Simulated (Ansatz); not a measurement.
**Energy of Cr along an even scaling of the cell**

System: Cr (Im-3m, 1 atom in the cell).
Method: Kohn-Sham DFT of a periodic cell, rPW86-PBE with D4, all-electron LAPW, point nuclei, spin-polarised (Ansatz 0.2.0).

The 7 runs differ only in the geometry, by an even scaling of the cell at fixed fractional positions. The structure derives from a Materials Project entry.

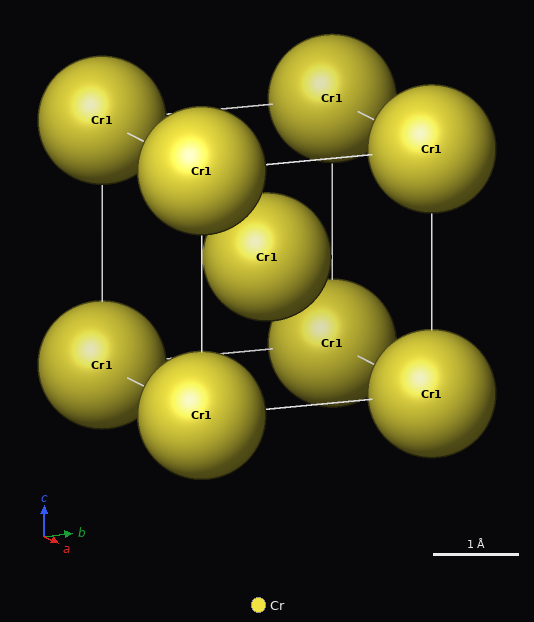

Figure 1. The structure of run 4 (spheres-only view of the cell 2 times as large as that of the calculation, set on its symmetry axes, seen slightly off an axis; atoms are numbered from 1 in the order of the input).

**Input of run 4**
```yaml
crystal:
  lattice:
    - [-1.4844496776, 1.4844496776, 1.4844496776]
    - [1.4844496776, -1.4844496776, 1.4844496776]
    - [1.4844496776, 1.4844496776, -1.4844496776]
  atoms:
    - { symbol: Cr, position: [0.0, 0.0, 0.0], spin: 3.0 }
kpoints:
  mp_grid: { grid: [12, 12, 12] }
scf:
  occupations: { method: fermi_dirac, width: 0.025 }
hamiltonian:
  xc: { exchange: rpw86, correlation: pbe }
  dispersion: d4
  pseudopotentials:
    kind: all_electron
    lapw: { basis_error: 0.002 }
    nuclear_model: point
magnetization:
  spin_polarized: true
output:
  forces: true
  stress: true
  eigenvalues: true
```

Command:
```bash
ansatz run input.yaml --threads 2 --pin off --max-ram 6144MiB --backend cpu --events-out ev --progress --plain --runs-dir out
```

Run 2 differs from it as follows:
```diff
-    - [-1.4844496776, 1.4844496776, 1.4844496776]
-    - [1.4844496776, -1.4844496776, 1.4844496776]
-    - [1.4844496776, 1.4844496776, -1.4844496776]
+    - [-1.4643870875, 1.4643870875, 1.4643870875]
+    - [1.4643870875, -1.4643870875, 1.4643870875]
+    - [1.4643870875, 1.4643870875, -1.4643870875]
```

**Results, with one run withheld**

| run | volume per atom (Å³) | free energy per atom, from the lowest run given (meV) | pressure (GPa) |
| --- | --- | --- | --- |
| 1 | 12.299 | 0.00 | −13.77 |
| 2 | 12.561 | ? | ? |
| 3 | 12.823 | 57.77 | −21.29 |
| 4 | 13.084 | 95.14 | −24.41 |
| 5 | 13.346 | 137.31 | −27.17 |
| 6 | 13.608 | 183.71 | −29.59 |
| 7 | 13.870 | 233.83 | −31.73 |

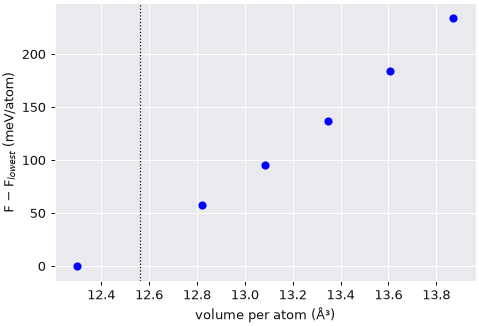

Figure 2. Free energy per atom of the runs given; the dotted line marks run 2.

What should run 2 give?

A cubic polynomial in V^(−2/3) (the Birch–Murnaghan form), fitted to the 6 runs given, misses them by at most 0.05 meV per atom. With x = V^(−2/3) − 0.17945 Å⁻², it reads F = 106.06 − 17291 x + 5.268e+05 x² + 1.0122e+06 x³ (meV per atom). At run 2 it gives 25.79 meV per atom, and the run itself gives 25.81. The slope of the fit gives a pressure −dF/dV of −17.76 GPa there, and the run prints −17.76 GPa. The fit has no minimum inside this range.

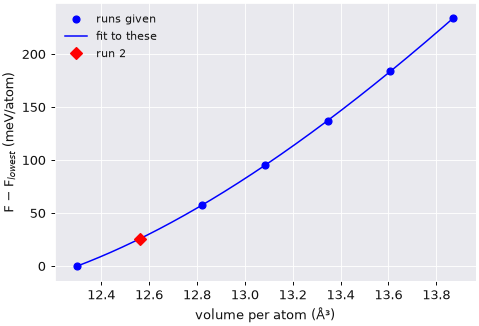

Figure 3. The fit and the withheld run.

**Output, shortened to warnings, some set-up lines, iterations and results (run 2)**
```
WARN: the starting moments were not kept: the SCF closed with an absolute magnetisation of 4.0e-7 μB, where they sum to 3 μB in size (1 site). That is at most 0.1 of that sum. Measured as dr2_m measures the in/out step, that magnetisation stands 1.3e-14 eV from none, at or under the dr2_threshold of 1.0e-7 eV: it is no larger than a step whose dr2_m would equal this threshold. The system may hold …
Basis set: ecut = 267.0096310278123 eV, 135 PW (Γ), exchange–correlation at level 2
Symmetry: 48 space group operations
k-points: 72 of 1728
Initial density: superposition of atomic densities (chi_scale 0.1, normalization cell)
[...]
SCF iter   1: F=—  HF=-28619.844201 eV  |F-HF|=—  |Δ(HF+E_count)|=         —  Δρ=1.40e-1 (↑1.40e-1 ↓1.17e-1)  dr2=1.91e-1  dr2_m=1.84e0  M=0.142 μB ∫|m|=0.147 μB  β_m=0.30  …
SCF iter   2: F=—  HF=-28619.463568 eV  |F-HF|=—  |Δ(HF+E_count)|=   3.81e-1  Δρ=9.49e-2 (↑9.49e-2 ↓8.49e-2)  dr2=3.86e-2  dr2_m=9.15e-1  M=0.118 μB ∫|m|=0.120 μB  β_m=0.60  …
SCF iter   3: F=—  HF=-28619.730218 eV  |F-HF|=—  |Δ(HF+E_count)|=   2.67e-1  Δρ=1.97e-2 (↑1.97e-2 ↓1.35e-2)  dr2=5.11e-2  dr2_m=1.16e-2  M=0.032 μB ∫|m|=0.033 μB  β_m=0.51  …
SCF iter   4: F=—  HF=-28619.459382 eV  |F-HF|=—  |Δ(HF+E_count)|=   2.71e-1  Δρ=1.84e-3 (↑1.82e-3 ↓1.84e-3)  dr2=4.02e-5  dr2_m=3.58e-4  M=0.006 μB ∫|m|=0.011 μB  β_m=0.68  …
SCF iter   5: F=—  HF=-28619.460679 eV  |F-HF|=—  |Δ(HF+E_count)|=   1.30e-3  Δρ=4.31e-4 (↑2.95e-4 ↓4.31e-4)  dr2=5.78e-6  dr2_m=1.18e-5  M=0.003 μB ∫|m|=0.006 μB  β_m=0.84  …
SCF iter   6: F=—  HF=-28619.460887 eV  |F-HF|=—  |Δ(HF+E_count)|=   2.08e-4  Δρ=1.02e-4 (↑6.57e-5 ↓1.02e-4)  dr2=2.65e-7  dr2_m=7.37e-7  M=0.001 μB ∫|m|=0.002 μB  β_m=0.91  …
SCF iter   7: F=—  HF=-28619.460893 eV  |F-HF|=—  |Δ(HF+E_count)|=   6.45e-6  Δρ=2.31e-5 (↑1.87e-5 ↓2.31e-5)  dr2=2.99e-9  dr2_m=4.97e-8  M=0.000 μB ∫|m|=0.000 μB  β_m=0.96  …
SCF iter   8: F=—  HF=-28619.460893 eV  |F-HF|=—  |Δ(HF+E_count)|=   4.28e-7  Δρ=1.81e-6 (↑1.81e-6 ↓1.10e-6)  dr2=3.10e-10  dr2_m=1.43e-10  M=0.000 μB ∫|m|=0.000 μB  β_m=0.98 …
SCF iter   9: F=—  HF=-28619.460893 eV  |F-HF|=—  |Δ(HF+E_count)|=   2.20e-9  Δρ=2.83e-7 (↑2.83e-7 ↓1.86e-7)  dr2=2.27e-12  dr2_m=5.65e-12  M=0.000 μB ∫|m|=0.000 μB  β_m=0.99 …
SCF iter  10: F=-28619.460893 eV  HF=-28619.460893 eV  |F-HF|=7.28e-12  |Δ(HF+E_count)|=  1.56e-10  Δρ=3.37e-8 (↑1.42e-8 ↓3.37e-8)  dr2=8.54e-14  dr2_m=4.18e-14  M=0.000 μB …
SCF 1 converged in 10 iterations: F = -28619.460893 eV  dr2 = 8.54e-14
WARN: the starting moments were not kept: the SCF closed with an absolute magnetisation of 4.0e-7 μB, where they sum to 3 μB in size (1 site). That is at most 0.1 of that sum. Measured as dr2_m measures the in/out step, that magnetisation stands 1.3e-14 eV from none, at or under the dr2_threshold …
SCF converged after 10 iterations
Magnetization: 0.0000 μB (7.0000 up, 7.0000 down)
Absolute magnetization: 0.0000 μB (∫|ρ↑−ρ↓|)
Spin contamination: 0.0000 ħ² per cell (⟨S²⟩ above its minimum at these occupations)
Per-site moments (μB) at R_I (Å): [(-3.5429790656849036e-8, 1.268196399851298)]
Free energy (F): -28619.460893 eV
Harris-Foulkes:  -28619.460893 eV  (|F-HF|=7.28e-12)
Internal energy: -28619.459916 eV  (E = F + TS)
E sigma→0 (E₀):  -28619.460405 eV
Entropy (-TS):   -0.000977 eV (-0.977 meV/atom)
Fermi energy:    18.204365 eV
--- Per-component energies (eV) ---
  E_band       = -160.932204
  E_kinetic    = 28950.287746
  E_xc         = -1350.727962
  E_electrostatic = -56218.545835  (all electrons and nuclei)
  E_disp       = -0.473866  (pairwise vdW)
  E_smearing   = -0.000977  (= −TS)
  E_closure    = 0.000000  (closes the sum)
  E_atoms      = -28609.989353  (free atoms, spherical and without spin; not in F)
[...]
```

The program warns: some starting moments were not kept.
